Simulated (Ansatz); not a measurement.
**Two runs on Mo**

System: Mo (Im-3m, 1 atom in the cell).
Method of the first run: DFT r2SCAN, scalar-relativistic, plane waves, PAW, no spin polarisation (Ansatz 0.2.0).

Text and figures count atoms from 1; the logs count them from 0 in places.

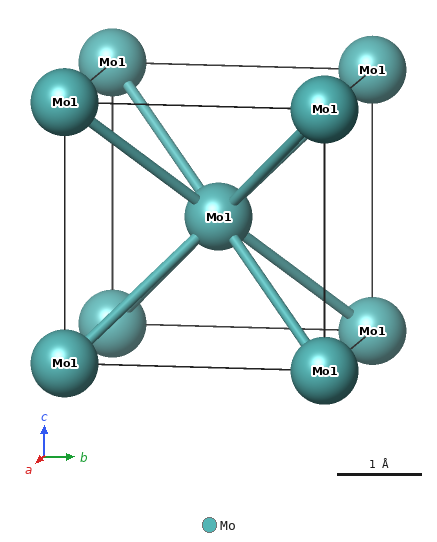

Figure 1. The structure (ball-and-stick view of the cell 2 times as large as that of the calculation, set on its symmetry axes, seen slightly off an axis; atoms are numbered from 1 in the order of the input).

## Input, the first run
```yaml
crystal:
  lattice:
    - [-1.5816278584, 1.5816278584, 1.5816278584]
    - [1.5816278584, -1.5816278584, 1.5816278584]
    - [1.5816278584, 1.5816278584, -1.5816278584]
  atoms:
    - { symbol: Mo, position: [0.0, 0.0, 0.0] }
basis:
  ecutwfc: 600
  ecutrho_ratio: 5
kpoints:
  mp_grid: { grid: [18, 18, 18] }
hamiltonian:
  xc: r2scan
scf:
  occupations: { method: gaussian, width: 0.05 }
output:
  forces: true
  stress: true
  eigenvalues: true
```

Hardware: 2 threads of an Arm (aarch64) CPU, shared host.

## Output, shortened to warnings, some set-up lines, iterations and results (the first run)
```
Basis set: ecut = 600 eV, 531 PW (Γ), exchange–correlation on 100×100×100 points (64 copies of the dense FFT grid, shifted against one another)
Symmetry: 48 space group operations
k-points: 195 of 5832
Initial density: superposition of atomic densities (neutral atoms: chi_scale 0, normalization atom), corrected by the library's trained network
[...]
SCF iter   1: F=—  HF=-4967.595215 eV  |F-HF|=—  |Δ(HF+E_count)|=         —  Δρ=9.93e-3  dr2=1.16e-2  dr2_τ=1.81e-2  ethr=1.77e-3  ⟨swp⟩=5.5  Hψ=13395  notcnv=0
SCF iter   2: F=—  HF=-4967.594536 eV  |F-HF|=—  |Δ(HF+E_count)|=   6.80e-4  Δρ=3.46e-3  dr2=3.25e-4  dr2_τ=5.24e-4  ethr=8.32e-5  ⟨swp⟩=3.0  Hψ=5748  notcnv=0  defer=22
SCF iter   3: F=—  HF=-4967.594798 eV  |F-HF|=—  |Δ(HF+E_count)|=   2.62e-4  Δρ=1.57e-3  dr2=6.74e-5  dr2_τ=2.03e-5  ethr=2.32e-6  ⟨swp⟩=1.1  Hψ=2166  notcnv=0  defer=22
SCF iter   4: F=—  HF=-4967.594868 eV  |F-HF|=—  |Δ(HF+E_count)|=   7.09e-5  Δρ=6.39e-5  dr2=2.44e-7  dr2_τ=5.60e-8  ethr=4.81e-7  ⟨swp⟩=3.0  Hψ=3609  notcnv=0  defer=22
SCF iter   5: F=-4967.594869 eV  HF=-4967.594869 eV  |F-HF|=6.60e-9  |Δ(HF+E_count)|=   4.68e-8  Δρ=1.06e-5  dr2=1.33e-8  dr2_τ=4.42e-9  ethr=1.75e-9  ⟨swp⟩=2.0  Hψ=3371  …
SCF iter   6: F=-4967.594869 eV  HF=-4967.594869 eV  |F-HF|=1.70e-10  |Δ(HF+E_count)|=   1.79e-9  Δρ=1.62e-6  dr2=3.03e-10  dr2_τ=1.36e-11  ethr=9.51e-11  ⟨swp⟩=2.4  Hψ=7459  …
SCF 1 converged in 6 iterations: F = -4967.594869 eV  dr2 = 3.03e-10
SCF converged after 6 iterations
Free energy (F): -4967.594869 eV
Harris-Foulkes:  -4967.594869 eV  (|F-HF|=1.70e-10)
Internal energy: -4967.594009 eV  (E = F + TS)
E sigma→0 (E₀):  -4967.594439 eV
Entropy (-TS):   -0.000860 eV (-0.860 meV/atom)
Fermi energy:    20.748881 eV
--- Per-component energies (eV) ---
  E_band       = -71.648777
  E_kinetic    = 439.347975
  E_local      = -790.016152  (includes V_loc(G=0)·N_el)
  E_nonlocal   = 142.069611
  E_hartree    = 260.195850
  E_xc         = -178.392056
  E_vxc        = -256.093595  (∫ρ·V_xc dr)
  E_paw        = -3217.073554  (= ΣΔE_a)
  E_vpaw       = -144.317804  (= ΣTr[D̂ρ^β])
  E_aug_tail   = -0.000004  (compensation charges beyond the density's cutoff)
  E_vtau       = 16.968976  (kinetic-family band-sum trace: ∫τ·v_τ [+ j·A + Jᵃ·Aᵃ] dr)
  E_ewald      = -1623.504473
  E_core_change = -0.221204  (= ΣΔE_core)
  E_smearing   = -0.000860  (= −TS)
  E_closure    = 0.000000  (closes the sum)
  Σ components = -4967.594869   (vs F -4967.594869, Δ=0.00e0)
--- Forces (eV/Å), atoms counted from 1 ---
  atom   1  Mo    -0.00000000    -0.00000000     0.00000000
  max |Σ_I F_I| component: 1.03e-31 eV/Å
--- Stress (GPa, compression-positive) ---
       -3.197077       0.000000       0.000000
        0.000000      -3.197077      -0.000000
        0.000000       0.000000      -3.197077
  P = ⅓ Tr σ = -3.1971 GPa (-31.971 kbar)
```

The input of the second run differs as follows (lines with − go, lines with + come):
```diff
-  mp_grid: { grid: [18, 18, 18] }
+  mp_grid: { grid: [8, 8, 8] }
-  xc: r2scan
+  xc: pbe
```

What does this change do to the results?

The total energies belong to different methods, so their difference says nothing on which is more stable or more accurate. The pressure goes from −3.20 to 0.00 GPa. The functional changes from r2SCAN to PBE. The number of SCF iterations is the same. The irreducible k-points go from 195 to 29.

## Output, shortened to warnings, some set-up lines, iterations and results (the second run)
```
Basis set: ecut = 600 eV, 531 PW (Γ), exchange–correlation on 50×50×50 points (8 copies of the dense FFT grid, shifted against one another)
Symmetry: 48 space group operations
k-points: 29 of 512
Initial density: superposition of atomic densities (neutral atoms: chi_scale 0, normalization atom), corrected by the library's trained network
[...]
SCF iter   1: F=—  HF=-4956.001375 eV  |F-HF|=—  |Δ(HF+E_count)|=         —  Δρ=2.93e-3  dr2=9.32e-4  ethr=1.77e-3  ⟨swp⟩=5.1  Hψ=1940  notcnv=0
SCF iter   2: F=—  HF=-4956.001269 eV  |F-HF|=—  |Δ(HF+E_count)|=   1.06e-4  Δρ=1.39e-3  dr2=1.25e-4  ethr=6.65e-6  ⟨swp⟩=2.4  Hψ=733  notcnv=0
SCF iter   3: F=—  HF=-4956.001278 eV  |F-HF|=—  |Δ(HF+E_count)|=   8.44e-6  Δρ=3.52e-4  dr2=1.12e-5  ethr=8.91e-7  ⟨swp⟩=1.6  Hψ=392  notcnv=0
SCF iter   4: F=—  HF=-4956.001277 eV  |F-HF|=—  |Δ(HF+E_count)|=   8.57e-7  Δρ=4.52e-5  dr2=7.54e-8  ethr=7.98e-8  ⟨swp⟩=2.2  Hψ=411  notcnv=0
SCF iter   5: F=-4956.001277 eV  HF=-4956.001277 eV  |F-HF|=3.39e-9  |Δ(HF+E_count)|=   1.51e-8  Δρ=1.21e-5  dr2=6.65e-9  ethr=5.39e-10  ⟨swp⟩=2.6  Hψ=513  notcnv=0
SCF iter   6: F=-4956.001277 eV  HF=-4956.001277 eV  |F-HF|=1.07e-10  |Δ(HF+E_count)|=   2.23e-9  Δρ=3.28e-6  dr2=3.74e-10  ethr=4.75e-11  ⟨swp⟩=1.4  Hψ=1008  notcnv=0
SCF 1 converged in 6 iterations: F = -4956.001277 eV  dr2 = 3.74e-10
SCF converged after 6 iterations
Free energy (F): -4956.001277 eV
Harris-Foulkes:  -4956.001277 eV  (|F-HF|=1.07e-10)
Internal energy: -4955.999941 eV  (E = F + TS)
E sigma→0 (E₀):  -4956.000609 eV
Entropy (-TS):   -0.001336 eV (-1.336 meV/atom)
Fermi energy:    20.673362 eV
--- Per-component energies (eV) ---
  E_band       = -59.008420
  E_kinetic    = 440.511743
  E_local      = -792.467155  (includes V_loc(G=0)·N_el)
  E_nonlocal   = 142.433189
  E_hartree    = 261.625595
  E_xc         = -183.458664
  E_vxc        = -228.966235  (∫ρ·V_xc dr)
  E_paw        = -3201.140172  (= ΣΔE_a)
  E_vpaw       = -143.771007  (= ΣTr[D̂ρ^β])
  E_aug_tail   = -0.000004  (compensation charges beyond the density's cutoff)
  E_ewald      = -1623.504473
  E_smearing   = -0.001336  (= −TS)
  E_closure    = -0.000000  (closes the sum)
  Σ components = -4956.001277   (vs F -4956.001277, Δ=0.00e0)
--- Forces (eV/Å), atoms counted from 1 ---
  atom   1  Mo    -0.00000000    -0.00000000     0.00000000
  max |Σ_I F_I| component: 7.06e-33 eV/Å
--- Stress (GPa, compression-positive) ---
       -0.001424       0.000000       0.000000
       -0.000000      -0.001424       0.000000
       -0.000000       0.000000      -0.001424
  P = ⅓ Tr σ = -0.0014 GPa (-0.014 kbar)
```

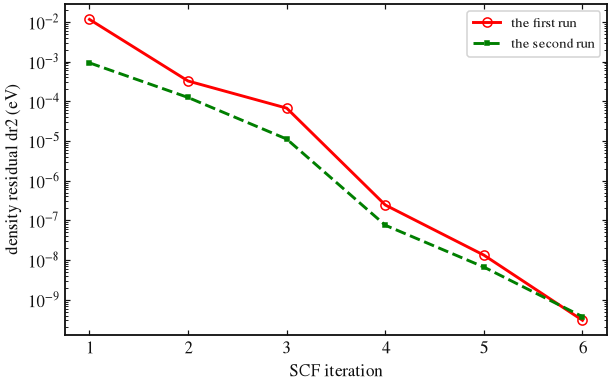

Figure 2. Convergence of the two runs: density residual dr2 against the SCF iteration. The first run takes 6 iterations in all, and the second run takes 6.

## The two runs side by side

| quantity | the first run | the second run |
| --- | --- | --- |
| outcome | converged | converged |
| free energy per atom (eV) | −4967.5949 | −4956.0013 |
| energy per atom, smearing taken to zero (eV) | −4967.5944 | −4956.0006 |
| gap on the mesh (eV) | 0.00 | 0.00 |
| pressure (GPa) | −3.20 | 0.00 |
| largest force (eV/Å) | 0.000 | 0.000 |
| SCF iterations | 6 | 6 |
| irreducible k-points | 195 | 29 |
| plane waves at Γ | 531 | 531 |
